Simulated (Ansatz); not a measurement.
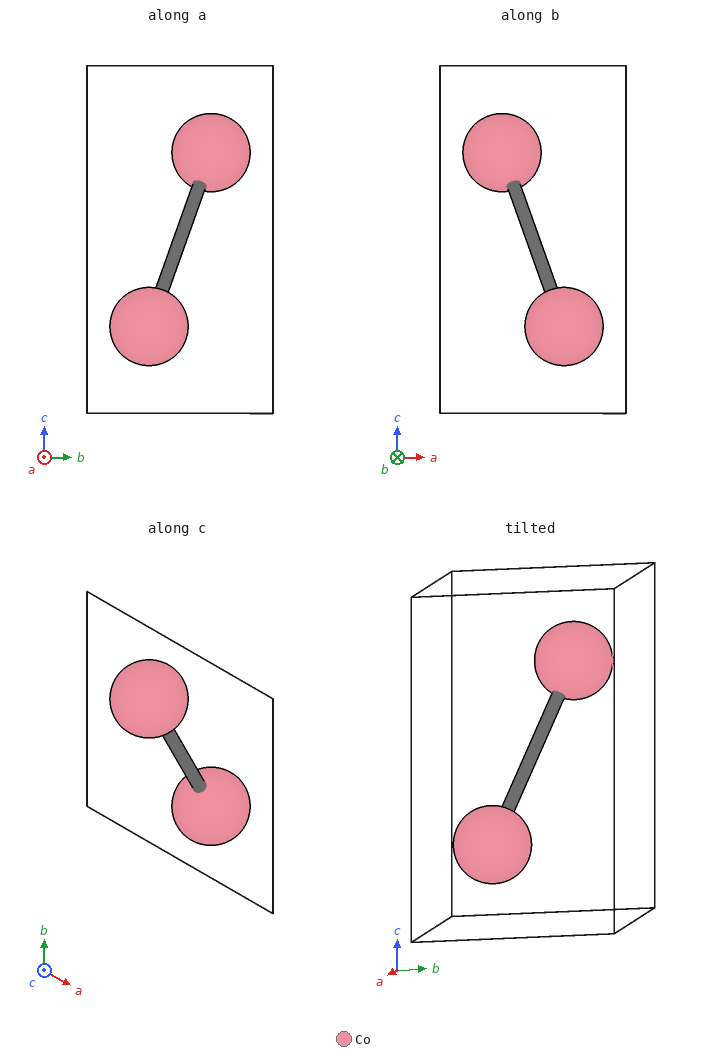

The figure gives a ball-and-stick picture of the atoms, viewed along the a axis, along the b axis, along the c axis and slightly off an axis. Lines trace the edges of the conventional unit cell.

Lattice parameters: a = 2.5097 Å, b = 2.5097 Å, c = 4.0633 Å, α = 90.000°, β = 90.000°, γ = 120.000°.

Question: From the views, write a CIF in P1 with every atom of the cell.

Answer:
```cif
data_structure
_symmetry_space_group_name_H-M 'P 1'
_symmetry_Int_Tables_number 1
_cell_length_a 2.5097
_cell_length_b 2.5097
_cell_length_c 4.0633
_cell_angle_alpha 90.000
_cell_angle_beta 90.000
_cell_angle_gamma 120.000
_cell_volume 22.16
loop_
_atom_site_label
_atom_site_type_symbol
_atom_site_fract_x
_atom_site_fract_y
_atom_site_fract_z
_atom_site_occupancy
Co1 Co 0.3333 0.6667 0.7500 1
Co2 Co 0.6667 0.3333 0.2500 1
```

The initial geometry was a structure type filled with this element by a generator (whether the element takes this form wasn't checked). The final geometry of a relaxation with Ansatz, DFT, revPBE, plane waves (420 eV) with PAW, scalar-relativistic is shown.
